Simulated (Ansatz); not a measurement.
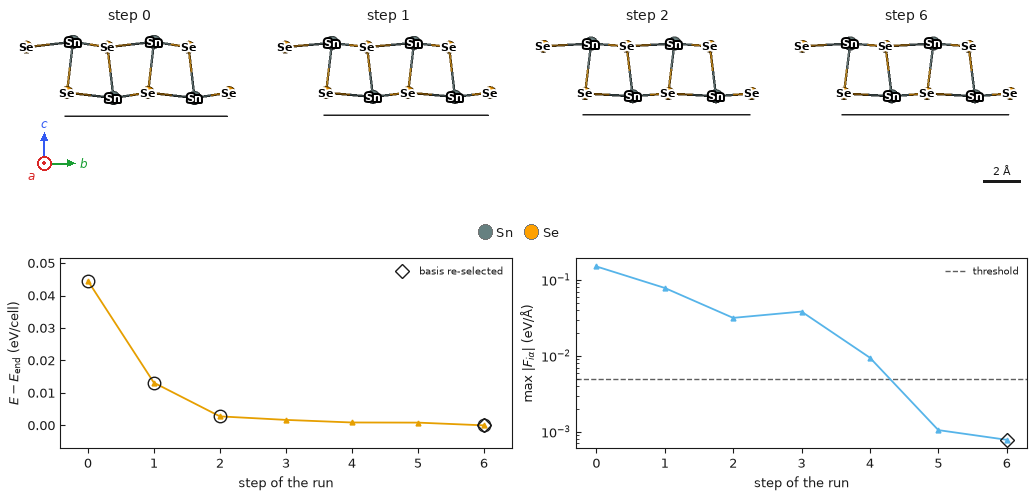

Frames of a relaxation of a slab of composition SnSe (cut from the Pnma phase), marked on the history of the run. Style: ball-and-stick. Shown: the 2 × 2 repeat of the cell, outlined in the plane, without the vacuum, along the a axis.

Case: one layer taken out of the bulk.

Theory: Ansatz, DFT PBE+D3(BJ), scalar-relativistic, plane waves, PAW. (plane-wave cutoff 420 eV; k-point mesh 8 × 6 × 1; occupations gaussian; smearing width 0.02 eV; no spin polarisation; cell and atoms relaxed; force threshold 0.005 eV/Å; at most 80 steps)

### What happens along the run?

The energy falls by 44.5 meV per cell of the calculation in 5 accepted moves (6 points after the start). Largest force component: 0.15 eV/Å at the start, 0.00078 eV/Å at the end. The SCF was repeated once at an unchanged geometry on a basis and grid sized afresh for the cell, which shifted the energy by 0.8 meV per cell of the calculation at most. The largest moves relative to the cell and the layer's centre, 0.091 Å, are those of Sn atoms. By element the largest moves are Sn 0.091 Å, Se 0.047 Å. In the plane the drawn cell goes a 8.334 → 8.536 Å (+2.4 %), b 8.777 → 9.004 Å (+2.6 %). Among the contacts that change: Se–Sn 3.279 → 3.360 Å, Se–Sn 2.817 → 2.869 Å, Se–Sn 2.767 → 2.726 Å. Bond angles that change, for instance: Se–Sn–Se 88.5° → 91.7°, Sn–Se–Sn 100.4° → 97.8°. From step 0 to 1: Sn atoms move most (0.06 Å), energy −31.4 meV per cell of the calculation. From step 1 to 2: Se atoms move most (0.04 Å), energy −10.4 meV per cell of the calculation. From step 2 to 6: energy −2.8 meV per cell of the calculation.
